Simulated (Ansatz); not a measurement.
# Band gap of MoS2/WSSe (van der Waals superlattice) (P3m1) from density functionals to GW, part 2 of 2

Wanted: a ladder of band gaps for MoS2/WSSe (van der Waals superlattice) (P3m1), from density functionals to G0W0.

Ansatz 0.2.0; density functionals, hybrids and G0W0, plane waves, PAW. Known limits of the many-body steps: finite bands, screening cutoff and k mesh; no spin-orbit coupling in G0W0.

So far. Step 3 (PBEsol+SOC on the 12×12×2 mesh): Over mesh and listed points the gap is 0.933 eV, from k = Γ to k = (0.167, 0.167, 0.000). The least direct gap found is 1.036 eV, at k = (0.333, 0.333, 0.000). PBEsol+SOC against PBEsol: 0.933 − 1.000 = −0.067 eV, with the same mesh, set of files (read in its fully relativistic form for the spin-orbit run) and cutoff, and both edges at the same k points.

The structure was built from a prototype and need not be the compound's stable phase.

## 5. G0W0@PBEsol, 9×9×2 mesh, 469 empty bands, screening to 150 eV, PAW set soft_1 files

G0W0 replaces the xc potential by a self-energy built once from the orbitals of the start. Levels are corrected in the window of bands that the input names, at points of the mesh.

This step: G0W0 on PBEsol, plane waves, PAW; PAW set soft_1.

input.yaml reads:

```yaml
crystal:
  lattice:
    - [3.1427838334, 0.0, 0.0]
    - [-1.5713919167, 2.7217306383, 0.0]
    - [0.0, 0.0, 13.1456958318]
  atoms:
    - { symbol: Mo, position: [0.3333333333, 0.6666666667, 0.245649878] }
    - { symbol: S, position: [0.6666666667, 0.3333333333, 0.3635909853] }
    - { symbol: S, position: [0.6666666667, 0.3333333333, 0.1275944387] }
    - { symbol: W, position: [0.3333333333, 0.6666666667, 0.7548780888] }
    - { symbol: S, position: [0.6666666667, 0.3333333333, 0.8728038352] }
    - { symbol: Se, position: [0.6666666667, 0.3333333333, 0.6235115051] }
kpoints:
  mp_grid: { grid: [9, 9, 2] }
hamiltonian:
  xc: pbesol
  pseudopotentials: { kind: paw, azcp: { folder: soft_1 }, xc_functional: pbe }
scf:
  occupations: { method: fixed }
gw:
  n_empty_bands: 469
  ecut_chi: 150.0
  qp_bands: [v2, c2]
  qp_kpoints: band_edges
  screening: { model: contour_deformation }
```

On the command line:

```console
$ ansatz run input.yaml --threads 2 --pin off --max-ram 92160MiB --backend cuda --events-out ev --progress --plain --runs-dir out --devices 1 --max-vram 13GiB
```

Numbers of over 12 decimals in the logs are rounded to 6 here.

What it wrote:

```text
GPUs: using 1 of 1 available (devices: 1).
[...]
GPU FFT provider: cuFFT
GPU libraries: cuBLAS 13.8.2, cuFFT 12.4.0, cuSOLVER 12.3.4
Crystal: 6 atoms, lattice volume = 112.446 Å³
Basis set: ecut = 420 eV, 2179 PW (Γ)
Bands: 38, of which v1, the nominal top of the filled ones, is band 31 counted from 1 (30 counted from 0)
Symmetry: 6 space group operations
[...]
k-points: 24 of 162 (time reversal used)
[...]
1    33     13.1894   -13.6538    -4.3971   -18.4162  0.7422    13.5572    13.5547  root
[...]
23    30     10.2916   -19.1929     0.3362   -18.8664  0.7424    10.3013    10.3013  root
    23    31     10.8250   -18.5125     0.4186   -17.9137  0.7608    10.6445    10.6448  root
    23    32     12.0862   -16.1414    -3.9826   -20.5950  0.7372    12.5607    12.5573  root
    23    33     12.9607   -15.7806    -4.0491   -20.1597  0.7557    13.2924    13.2908  root
[key lines of the parts left out:]
SCF converged after 12 iterations
Free energy (F): -23238.947285 eV
Fermi energy:    11.031655 eV
```

Run time: 1.9 min. Hardware: 1 × NVIDIA H100 80GB HBM3 (shared by 6 runs) with 2 threads of AMD EPYC 7R13 (Zen 3), shared host; peak memory 2.7 GiB.

This step gave:

```yaml
bands_summed: 500
rpa_eps_infinity_on_this_mesh_eigenvalues: 5.308, 13.53, 13.53
plane_waves_in_the_screening_matrix: 489
g0w0_gap_over_the_corrected_points: 1.530 eV
k_of_the_valence_top: 0, 0, 0
k_of_the_conduction_bottom: 0.1111, 0.2222, 0
starting_gap_on_the_mesh: 1.054 eV
z_at_the_valence_top: 0.7491
z_at_the_conduction_bottom: 0.7570
least_direct_g0w0_gap_over_the_corrected_points: 1.894 eV
```

Over 19 of 24 irreducible mesh points the G0W0 gap is 1.530 eV, from k = Γ to k = (0.111, 0.222, 0.000). The PBEsol gap of this run on the mesh is 1.054 eV. Other states bound it: the two that bound the G0W0 gap lie 1.076 eV apart in PBEsol, so state for state the correction is 1.530 − 1.076 = +0.454 eV, while gap against gap it is 1.530 − 1.054 = +0.476 eV.

## 6. All levels together

Each gap is the least one over the points named; times are wall times on shared hosts, not benchmarks. A G0W0 time includes the run's own self-consistent start. Runs with listed points see these and the mesh alone, so an edge that moves elsewhere is missed. Rows marked * are further runs, not shown as steps, whose inputs differ from the G0W0 step on the same start in the columns given; solver thresholds can differ too.

```
       level     mesh       files, cutoff  bands summed, screening                            points  gap (eV)  valence top      conduction bottom  least direct gap (eV)     time
      PBEsol  12×12×2  soft_1 PAW, 420 eV                        -                     mesh and path     1.000            Γ  (0.167, 0.167, 0.000)                  1.247     13 s
  PBEsol+SOC  12×12×2  soft_1 PAW, 420 eV                        -            mesh and listed points     0.933            Γ  (0.167, 0.167, 0.000)                  1.036     20 s
       HSE06    6×6×2  soft_1 PAW, 420 eV                        -            mesh and listed points     1.504            Γ  (0.333, 0.333, 0.000)                  1.660     33 s
G0W0@PBEsol*    9×9×2  soft_1 PAW, 420 eV               149, 60 eV  19 of 24 irreducible mesh points     1.444            Γ  (0.111, 0.222, 0.000)                  1.911     77 s
 G0W0@PBEsol    9×9×2  soft_1 PAW, 420 eV              500, 150 eV  19 of 24 irreducible mesh points     1.530            Γ  (0.111, 0.222, 0.000)                  1.894  1.9 min
```

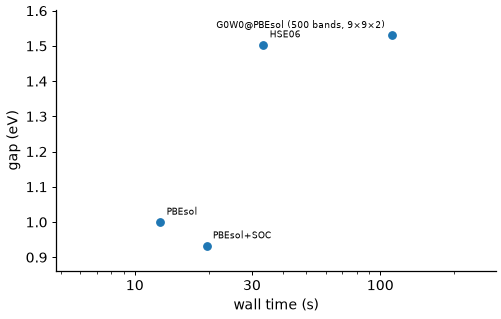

Gap against wall time for the runs shown as steps.

## 7. Outcome

| Item | Value |
| --- | --- |
| PBEsol, over mesh and path | 1.000 eV |
| PBEsol+SOC, over mesh and listed points | 0.933 eV |
| HSE06, over mesh and listed points | 1.504 eV |
| G0W0@PBEsol (500 bands, 9×9×2), over 19 of 24 irreducible mesh points | 1.530 eV |
| known limits | finite bands, screening cutoff and k mesh; no spin-orbit coupling in G0W0 |

**Reading.** The rows run from 0.933 eV (PBEsol+SOC) to 1.530 eV (G0W0@PBEsol (500 bands, 9×9×2)). They differ in mesh, bands and screening cutoff of G0W0 and the points over which the gap was sought as well as in level, so only pairs that share these are like for like. PBEsol+SOC against PBEsol: 0.933 − 1.000 = −0.067 eV, with the same mesh, set of files (read in its fully relativistic form for the spin-orbit run) and cutoff, and both edges at the same k points. The spin-orbit run sees mesh and listed points alone, so its gap is an upper bound: the coupling can move an edge off these points, the more so as this crystal has no centre of inversion, and the change over the zone, its sign included where it is small, is not known. G0W0@PBEsol (500 bands, 9×9×2) moves the gap of its own start on the mesh by 1.530 − 1.054 = +0.476 eV, with other states at the edges (they lie 1.076 eV apart at the start). Over mesh and path, PBEsol puts the conduction bottom at k = (0.167, 0.167, 0.000), where no G0W0 correction was computed. The G0W0 gap over the whole zone is therefore not known from this run; at its settings it can only be equal to or under the 1.530 eV found, and no correction is carried over from another point. For the start itself the gap is 1.000 eV over mesh and path and 1.054 eV on the mesh of the G0W0 run, in runs that differ in mesh (12×12×2 and 9×9×2). What spin-orbit coupling does to the G0W0 levels was not computed, so no sum with the G0W0 gap is formed. For G0W0@PBEsol: from 149 bands and 60 eV to 500 bands and 150 eV the gap moves by 1.530 − 1.444 = +0.086 eV; bands and screening cutoff rise together, so their parts are not told apart. Two runs can't test a law of convergence, so the limit is not known. The G0W0 runs are scalar-relativistic. No pair of G0W0 runs that differ in the mesh alone is shown (9×9×2 is a supercell whose nearest images lie 26 Å apart), so the error from the mesh is not known here. G0W0 is shown with one set of atomic data (soft_1 PAW), so the error from the files is not known here.

[Paths, hosts, dates, memory and timing lines, banners, echoed tables and standing remarks are left out of the program output.]

[Logs are printed without paths, hosts, clocks, repeated set-up lines and the standing remarks that a program may print on its own settings, such as how far it seeks lower states.]

[Runs of the session that timed out or met a known fault of the program may be left out.]

[Cells called generated may have been cut or substituted from an entry of the Crystallography Open Database or the Materials Project.]

[Hosts, paths, dates, database ids (printed as entryN), source tags and the programs' standing remarks are cut or masked in the printed files.]

[Where an RPA ε∞ is given, it is that of the G0W0 mesh and is not shown converged in it. Names of k-points follow the symmetry that the program found, which can be lower than the space group named. Band edges on a path are those of the sampled points; other points can move an edge, and change direct to indirect where valleys lie close.]

[Hybrid gaps are those of their k-mesh and are not shown converged in it.]
